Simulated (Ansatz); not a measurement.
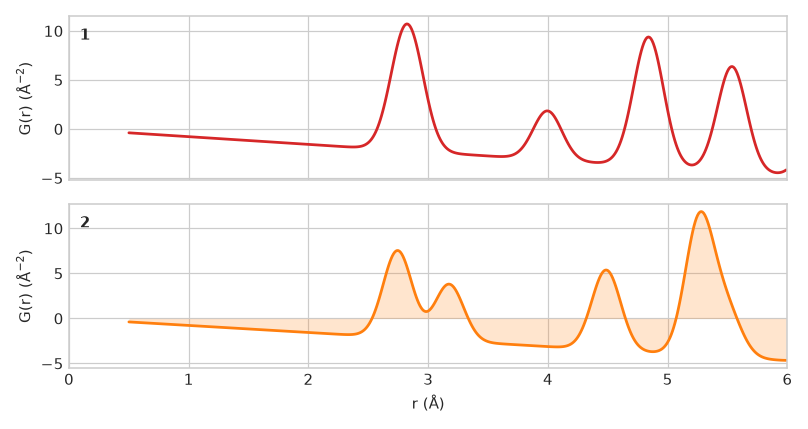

Computed X-ray G(r), with each pair weighted by the product of the atomic numbers (X-ray weights at Q = 0) and a uniform peak width σ = 0.12 Å.

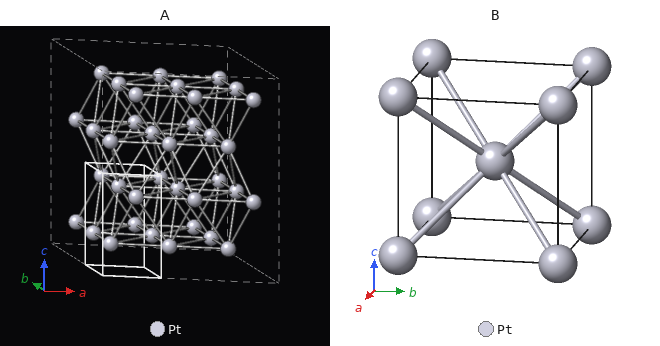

Candidate polymorphs:

A. Pt, a = 2.778 Å, b = 2.778 Å, c = 4.779 Å, α = 90.00°, β = 90.00°, γ = 120.00°, P6_3/mmc

B. Pt, a = 3.178 Å, b = 3.178 Å, c = 3.178 Å, α = 90.00°, β = 90.00°, γ = 90.00°, Im-3m

Origins: A, the input geometry of an electronic-structure calculation (not necessarily at equilibrium); the starting structure was generated, so it need not be a known form of this composition; B, the end point of a relaxation with Ansatz 0.2.0, DFT, revPBE, plane waves (420 eV) with PAW, scalar-relativistic; the starting structure was generated, so it need not be a known form of this composition.

Which PDF belongs to which candidate?

Answer. curve 1 is A (Pt, first clear peaks at 2.82 Å (Pt–Pt) and 4.00 Å (Pt–Pt)); curve 2 is B (Pt, first clear peaks at 2.75 Å (Pt–Pt) and 3.17 Å (Pt–Pt)).
